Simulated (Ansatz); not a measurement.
Consider TaN.

Input file:

```
crystal:
  lattice:
    - [0.1137297196, 2.246161962, 2.246161962]
    - [2.246161962, 0.1137297196, 2.246161962]
    - [2.246161962, 2.246161962, 0.1137297196]
  atoms:
    - { symbol: Ta, position: [0.5, 0.5, 0.5] }
    - { symbol: "N", position: [0.0, 0.0, 0.0] }
basis:
  ecutwfc: 420
kpoints:
  mp_grid: { grid: [26, 26, 26] }
hamiltonian:
  xc: pbesol
scf:
  occupations: { method: gaussian, width: 0.15 }
output:
  forces: true
  stress: true
  eigenvalues: true
  write_density: true
  write_potential: true
  elf: true
  volumetric_format: npy
```

Launched as:

```sh
ansatz run input.yaml --threads 1 --pin off --max-ram 2560MiB --backend cpu --events-out ev --progress --plain --runs-dir out
```

Below, planes, directions and counts refer to the conventional cell (a = 3.02 Å, b = 3.02 Å, c = 7.98 Å, α = 90.00°, β = 90.00°, γ = 120.00°).

Space group R-3m.

Theory: DFT PBEsol, scalar-relativistic, plane waves, PAW in Ansatz.

### Predict the valence pseudo-density and electron localisation function between the atoms.

Ta–Ta (3.02 Å): the density is about 0.27 e/Å³ at the midpoint; the ELF is about 0.25 at the midpoint (no shared electron pair shows on this line).

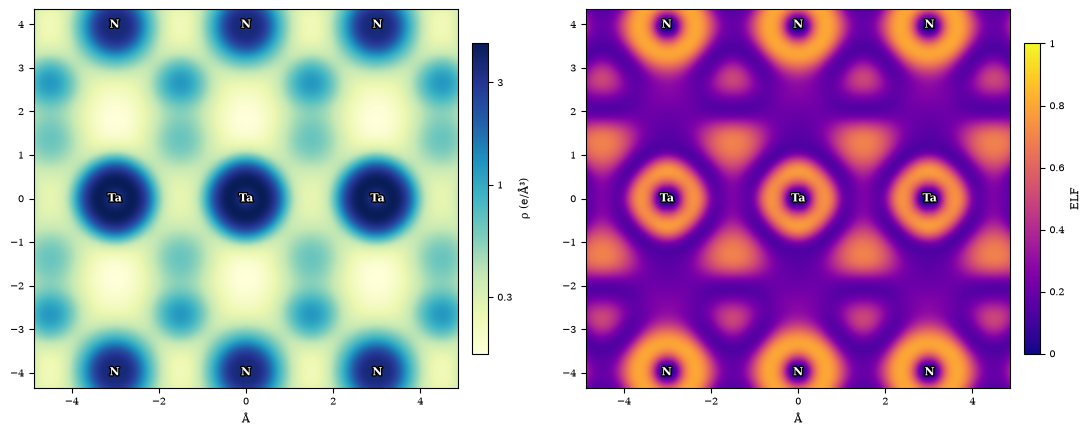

Computed valence pseudo-density and electron localisation function on the (010) plane of the conventional cell, in this order. Atoms just off the plane (Ta, 0.9 Å away and N, 0.9 Å away) can leave unmarked features too.
